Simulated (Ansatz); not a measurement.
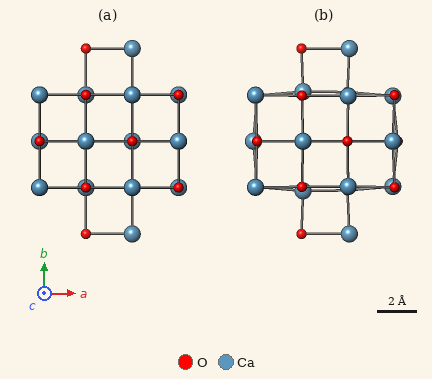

Left: perfect CaO. Right: the same region with a pair of point defects, after relaxing the atoms in a supercell of 64 sites. Style: ball-and-stick. Shown: the atoms within 5.4 Å of one point, in a slice 5.0 Å thick across the line of sight, along the c axis.

Computed with DFT, PBEsol, PAW, plane waves in Ansatz. Settings: plane-wave cutoff 420 eV; k-point mesh 1 × 1 × 1; mesh shifted by (0.25, 0.25, 0.25); no spin polarisation. Fermi-Dirac smearing of 0.01 eV. The axes drawn are those of the host's conventional cell.

**What kind of defect was made?**

A calcium atom is taken out (a vacancy) and an oxygen atom is taken out (a vacancy), the two sites 2.4 Å apart.

The charge state of the cell is 0.

**What does the relaxation do around it?**

Around the empty Ca site the host had 6 O at 2.38 Å; after relaxation the nearest atoms are 5 O at 2.53 to 2.54 Å. Around the empty O site the host had 6 Ca at 2.38 Å; after relaxation the nearest atoms are 5 Ca at 2.49 to 2.55 Å. Of the host's atoms, a calcium atom moves furthest from its site, by 0.18 Å.
